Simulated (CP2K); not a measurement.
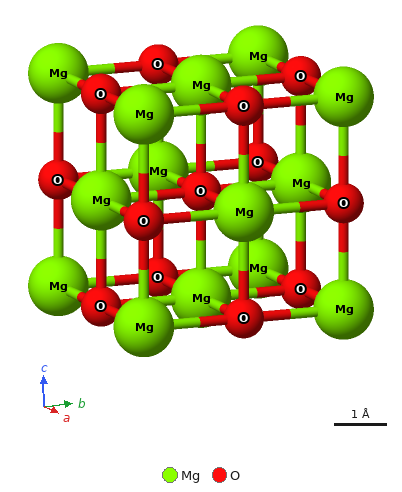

*The structure (ball-and-stick view of the cell 4 times as large as that of the calculation, set on its symmetry axes, seen slightly off an axis).*

Near neighbours in the crystal (not all of them lie inside the picture): Mg has 6 O at 2.10 Å; O has 6 Mg at 2.10 Å.

**Run report: MgO, single-point calculation**

The run: single-point calculation of MgO (2 atoms in the cell). Method and program: DFT, PBE, Gaussian and plane waves, basis SZV-MOLOPT-SR-GTH, GTH potentials (CP2K 2026.2).

The structure derives from an entry of the Crystallography Open Database. The geometry comes from this level: r2SCAN.

### Input file
```
&GLOBAL
 PROJECT run
 RUN_TYPE ENERGY_FORCE
 PRINT_LEVEL LOW
&END GLOBAL
&FORCE_EVAL
 METHOD QS
 STRESS_TENSOR ANALYTICAL
 &DFT
  BASIS_SET_FILE_NAME BASIS_MOLOPT
  POTENTIAL_FILE_NAME GTH_POTENTIALS
  &QS
   EXTRAPOLATION USE_GUESS
  &END QS
  &MGRID
   CUTOFF 700
   REL_CUTOFF 50
  &END MGRID
  &XC
   &XC_FUNCTIONAL PBE
   &END XC_FUNCTIONAL
  &END XC
  &KPOINTS
   SCHEME MONKHORST-PACK 7 7 7
   SYMMETRY F
   FULL_GRID F
  &END KPOINTS
  &SCF
   ADDED_MOS 8
   EPS_SCF 1e-6
   MAX_SCF 80
   &DIAGONALIZATION
   &END DIAGONALIZATION
   &MIXING
    METHOD BROYDEN_MIXING
    ALPHA 0.3
   &END MIXING
   &SMEAR
    METHOD FERMI_DIRAC
    ELECTRONIC_TEMPERATURE [K] 232
   &END SMEAR
   &PRINT
    &ITERATION_INFO
    &END ITERATION_INFO
   &END PRINT
  &END SCF
  &PRINT
   &BAND_STRUCTURE
    FILE_NAME bands.bs
    ADDED_MOS 6
    &KPOINT_SET
     UNITS B_VECTOR
     SPECIAL_POINT 0.00000000 0.00000000 0.00000000
     NPOINTS 0
    &END KPOINT_SET
    &KPOINT_SET
     UNITS B_VECTOR
     SPECIAL_POINT 0.50000000 0.00000000 0.50000000
     NPOINTS 0
    &END KPOINT_SET
    &KPOINT_SET
     UNITS B_VECTOR
     SPECIAL_POINT 0.62500000 0.25000000 0.62500000
     NPOINTS 0
    &END KPOINT_SET
    &KPOINT_SET
     UNITS B_VECTOR
     SPECIAL_POINT 0.37500000 0.37500000 0.75000000
     NPOINTS 0
    &END KPOINT_SET
    &KPOINT_SET
     UNITS B_VECTOR
     SPECIAL_POINT 0.50000000 0.50000000 0.50000000
     NPOINTS 0
    &END KPOINT_SET
    &KPOINT_SET
     UNITS B_VECTOR
     SPECIAL_POINT 0.50000000 0.25000000 0.75000000
     NPOINTS 0
    &END KPOINT_SET
    &KPOINT_SET
     UNITS B_VECTOR
     SPECIAL_POINT 0.25000000 0.00000000 0.00000000
     NPOINTS 0
    &END KPOINT_SET
    &KPOINT_SET
     UNITS B_VECTOR
     SPECIAL_POINT 0.00000000 0.25000000 0.00000000
     NPOINTS 0
    &END KPOINT_SET
    &KPOINT_SET
     UNITS B_VECTOR
     SPECIAL_POINT 0.00000000 0.00000000 0.25000000
     NPOINTS 0
    &END KPOINT_SET
    &KPOINT_SET
     UNITS B_VECTOR
     SPECIAL_POINT 0.25000000 0.25000000 0.00000000
     NPOINTS 0
    &END KPOINT_SET
    &KPOINT_SET
     UNITS B_VECTOR
     SPECIAL_POINT 0.25000000 0.00000000 0.25000000
     NPOINTS 0
    &END KPOINT_SET
    &KPOINT_SET
     UNITS B_VECTOR
     SPECIAL_POINT 0.00000000 0.25000000 0.25000000
     NPOINTS 0
    &END KPOINT_SET
    &KPOINT_SET
     UNITS B_VECTOR
     SPECIAL_POINT 0.25000000 0.25000000 0.25000000
     NPOINTS 0
    &END KPOINT_SET
   &END BAND_STRUCTURE
  &END PRINT
 &END DFT
 &SUBSYS
  &CELL
   A 2.97291453 0.00000000 0.00000000
   B 1.48645727 2.57461951 0.00000000
   C 1.48645727 0.85820650 2.42737455
  &END CELL
  &COORD
   SCALED
   Mg 0.00000000 -0.00000000 -0.00000000
   O 0.50000000 0.50000000 0.50000000
  &END COORD
  &KIND Mg
   BASIS_SET SZV-MOLOPT-SR-GTH
   POTENTIAL GTH-PBE
  &END KIND
  &KIND O
   BASIS_SET SZV-MOLOPT-SR-GTH
   POTENTIAL GTH-PBE
  &END KIND
 &END SUBSYS
 &PRINT
  &STRESS_TENSOR
  &END STRESS_TENSOR
  &FORCES
  &END FORCES
 &END PRINT
&END FORCE_EVAL
```

Run on 2 threads of Arm Neoverse V1, 24 GiB of memory available, shared host.

Run as:
```bash
cp2k.psmp -i run.inp
```

### Log
```
f18r4d

 CP2K| version string:                                       CP2K version 2026.2
 CP2K|            -lib tblite libvori libbqb
 CP2K| Input file name                                                   run.inp

 GLOBAL| Force Environment number                                              1
 GLOBAL| Cholesky decomposition library                                ScaLAPACK
 GLOBAL| Direct generalized diagonalization requested                          F
 GLOBAL| Matrix multiplication library                                 ScaLAPACK

 GENERATE|  Preliminary Number of Bonds generated:                             0
 GENERATE|  Achieved consistency in connectivity generation.

 *******************************************************************************
 *******************************************************************************
 **                                                                           **
 **     #####                         ##              ##                      **
 **    ##   ##            ##          ##              ##                      **
 **   ##     ##                       ##            ######                    **
 **   ##     ##  ##   ##  ##   #####  ##  ##   ####   ##    #####    #####    **
 **   ##     ##  ##   ##  ##  ##      ## ##   ##      ##   ##   ##  ##   ##   **
 **   ##  ## ##  ##   ##  ##  ##      ####     ###    ##   ######   ######    **
 **    ##  ###   ##   ##  ##  ##      ## ##      ##   ##   ##       ##        **
 **     #######   #####   ##   #####  ##  ##  ####    ##    #####   ##        **
 **           ##                                                    ##        **
 **                                                                           **
 **                                                ... make the atoms dance   **
 **                                                                           **
 **                      J. Chem. Phys. 152, 194103 (2020)                    **
 **                                                                           **
 *******************************************************************************

 *** available. The full set of unoccupied MOs will be used. Use           ***
 *** 'ADDED_MOS -1' to always use all available MOs and to get rid of this ***
 *** warning.                                                              ***

 TOTAL NUMBERS AND MAXIMUM NUMBERS

  Total number of            - Atomic kinds:                                   2
                             - Atoms:                                          2
                             - Shell sets:                                     2
                             - Shells:                                         5
                             - Primitive Cartesian functions:                 12
                             - Cartesian basis functions:                      9
                             - Spherical basis functions:                      9

  Maximum angular momentum of- Orbital basis functions:                        1
                             - Local part of the GTH pseudopotential:          2
                             - Non-local part of the GTH pseudopotential:      1

 SCF PARAMETERS         Density guess:                                    ATOMIC
                        --------------------------------------------------------
                        max_scf:                                              80
                        max_scf_history:                                       0
                        max_diis:                                              4
                        --------------------------------------------------------
                        eps_scf:                                        1.00E-06
                        eps_scf_history:                                0.00E+00
                        eps_diis:                                       1.00E-01
                        eps_eigval:                                     1.00E-05
                        --------------------------------------------------------
                        level_shift [a.u.]:                             0.000000
                        added MOs                                         1    0
                        --------------------------------------------------------
                        Mixing method:                            BROYDEN_MIXING
                                                charge density mixing in g-space
                        --------------------------------------------------------
                        Smear method:                                FERMI_DIRAC
                        Electronic temperature [K]:                        232.0
                        Electronic temperature [a.u.]:                  7.35E-04
                        Accuracy threshold:                             1.00E-10
                        --------------------------------------------------------
                        No outer SCF

 Extrapolation method: initial_guess

 Number of electrons:                                                         16
 Number of occupied orbitals:                                                  8
 Number of molecular orbitals:                                                 9

 Number of orbital functions:                                                  9
 Number of independent orbital functions:                                      9

 SCF WAVEFUNCTION OPTIMIZATION

  ------------------------------------------------------------------------------
     1 NoMix/Diag. 0.30E+00    0.5     1.90048014       -79.6899907778 -7.97E+01
     2 Broy./Diag. 0.30E+00    0.6     0.23963510       -77.2827216372  2.41E+00
     3 Broy./Diag. 0.30E+00    0.6     0.59386666       -78.7400776152 -1.46E+00
     4 Broy./Diag. 0.30E+00    0.6     0.02442507       -79.2263763071 -4.86E-01
     5 Broy./Diag. 0.30E+00    0.6     0.00599700       -79.2380361332 -1.17E-02
     6 Broy./Diag. 0.30E+00    0.6     0.00039489       -79.2415579701 -3.52E-03
     7 Broy./Diag. 0.30E+00    0.6     0.00006385       -79.2404112466  1.15E-03
     8 Broy./Diag. 0.30E+00    0.6     0.00000485       -79.2403680647  4.32E-05
     9 Broy./Diag. 0.30E+00    0.6     0.00000062       -79.2403618524  6.21E-06

  *** SCF run converged in     9 steps ***

  Electronic density on regular grids:        -15.9999999637        0.0000000363
  Core density on regular grids:               15.9999999998       -0.0000000002
  Total charge density on r-space grids:        0.0000000361
  Total charge density g-space grids:           0.0000000361

  Overlap energy of the core charge distribution:               0.00000000000000
  Self energy of the core charge distribution:               -187.87291228687351
  Core Hamiltonian energy:                                     57.09433762598810
  Hartree energy:                                              64.08700434308564
  Exchange-correlation energy:                                -12.54879153460475
  Electronic entropic energy:                                  -0.00000000000000
  Fermi energy:                                                 0.48799820137489

  Total energy:                                               -79.24036185240453
  Total energy (extrapolated to T->0):                        -79.24036185240453

 KPOINTS| Band Structure Calculation
 KPOINTS| Number of k-point sets                                              13
 KPOINTS| Number of added MOs/bands                                            6
 KPOINTS| Number of k-points in set    1                                       1
 KPOINTS| In units of b-vector [2pi/Bohr]
 KPOINTS| Special point     1 not specifi     0.000000     0.000000     0.000000
 KPOINTS| Time for k-point line                                            0.002
 KPOINTS| Number of k-points in set    2                                       1
 KPOINTS| In units of b-vector [2pi/Bohr]
 KPOINTS| Special point     1 not specifi     0.500000     0.000000     0.500000
 KPOINTS| Time for k-point line                                            0.002
 KPOINTS| Number of k-points in set    3                                       1
 KPOINTS| In units of b-vector [2pi/Bohr]
 KPOINTS| Special point     1 not specifi     0.625000     0.250000     0.625000
 KPOINTS| Time for k-point line                                            0.002
 KPOINTS| Number of k-points in set    4                                       1
 KPOINTS| In units of b-vector [2pi/Bohr]
 KPOINTS| Special point     1 not specifi     0.375000     0.375000     0.750000
 KPOINTS| Time for k-point line                                            0.002
 KPOINTS| Number of k-points in set    5                                       1
 KPOINTS| In units of b-vector [2pi/Bohr]
 KPOINTS| Special point     1 not specifi     0.500000     0.500000     0.500000
 KPOINTS| Time for k-point line                                            0.002
 KPOINTS| Number of k-points in set    6                                       1
 KPOINTS| In units of b-vector [2pi/Bohr]
 KPOINTS| Special point     1 not specifi     0.500000     0.250000     0.750000
 KPOINTS| Time for k-point line                                            0.002
 KPOINTS| Number of k-points in set    7                                       1
 KPOINTS| In units of b-vector [2pi/Bohr]
 KPOINTS| Special point     1 not specifi     0.250000     0.000000     0.000000
 KPOINTS| Time for k-point line                                            0.002
 KPOINTS| Number of k-points in set    8                                       1
 KPOINTS| In units of b-vector [2pi/Bohr]
 KPOINTS| Special point     1 not specifi     0.000000     0.250000     0.000000
 KPOINTS| Time for k-point line                                            0.002
 KPOINTS| Number of k-points in set    9                                       1
 KPOINTS| In units of b-vector [2pi/Bohr]
 KPOINTS| Special point     1 not specifi     0.000000     0.000000     0.250000
 KPOINTS| Time for k-point line                                            0.002
 KPOINTS| Number of k-points in set   10                                       1
 KPOINTS| In units of b-vector [2pi/Bohr]
 KPOINTS| Special point     1 not specifi     0.250000     0.250000     0.000000
 KPOINTS| Time for k-point line                                            0.002
 KPOINTS| Number of k-points in set   11                                       1
 KPOINTS| In units of b-vector [2pi/Bohr]
 KPOINTS| Special point     1 not specifi     0.250000     0.000000     0.250000
 KPOINTS| Time for k-point line                                            0.002
 KPOINTS| Number of k-points in set   12                                       1
 KPOINTS| In units of b-vector [2pi/Bohr]
 KPOINTS| Special point     1 not specifi     0.000000     0.250000     0.250000
 KPOINTS| Time for k-point line                                            0.002
 KPOINTS| Number of k-points in set   13                                       1
 KPOINTS| In units of b-vector [2pi/Bohr]
 KPOINTS| Special point     1 not specifi     0.250000     0.250000     0.250000
 KPOINTS| Time for k-point line                                            0.002

 ENERGY| Total FORCE_EVAL ( QS ) energy [hartree]            -79.240362005930294

 FORCES| Atomic forces [hartree/bohr]
 FORCES|   Atom     x               y               z               |f|
 FORCES|      1  2.44131337E-14  2.40407578E-15  5.45827055E-15   2.51311240E-14
 FORCES|      2 -1.39567701E-14  1.54288003E-14  9.54100484E-15   2.28882084E-14
 FORCES| Sum     1.04563636E-14  1.78328761E-14  1.49992754E-14
 FORCES| Total atomic force                                       2.55406592E-14

 STRESS| Analytical stress tensor [bar]
 STRESS|                        x                   y                   z
 STRESS|      x        2.23907003461E+05   4.97943093923E+03   3.52098938473E+03
 STRESS|      y        4.97943093923E+03   2.18157243076E+05   2.03284770483E+03
 STRESS|      z        3.52098938473E+03   2.03284770483E+03   2.16719807992E+05
 STRESS| 1/3 Trace                                             2.19594684843E+05
 STRESS| Determinant                                           1.05771661913E+16

 STRESS| Eigenvectors and eigenvalues of the analytical stress tensor [bar]
 STRESS|                        1                   2                   3
 STRESS| Eigenvalues   2.15282365286E+05   2.15282373600E+05   2.28219315643E+05
 STRESS|      x           0.146792322517     -0.558377284514      0.816496676165
 STRESS|      y          -0.727878777671      0.497966291380      0.471404346252
 STRESS|      z           0.669809300522      0.663509141451      0.333333346885
```

### Summary

- outcome: converged
- space group (tolerance 0.01 Å): Fm-3m (225)
- electrons treated: 16
- free energy: −2156.2401 eV
- band gap: 2.15 eV
- pressure: 21.96 GPa
- largest force (length of the vector): under 0.001 eV/Å
- wall time: 7 s (CPU time 12 s)
- peak memory: 0.21 GiB

### Notes

The cell is under a pressure of 22 GPa at this level, so it is not at its equilibrium volume.
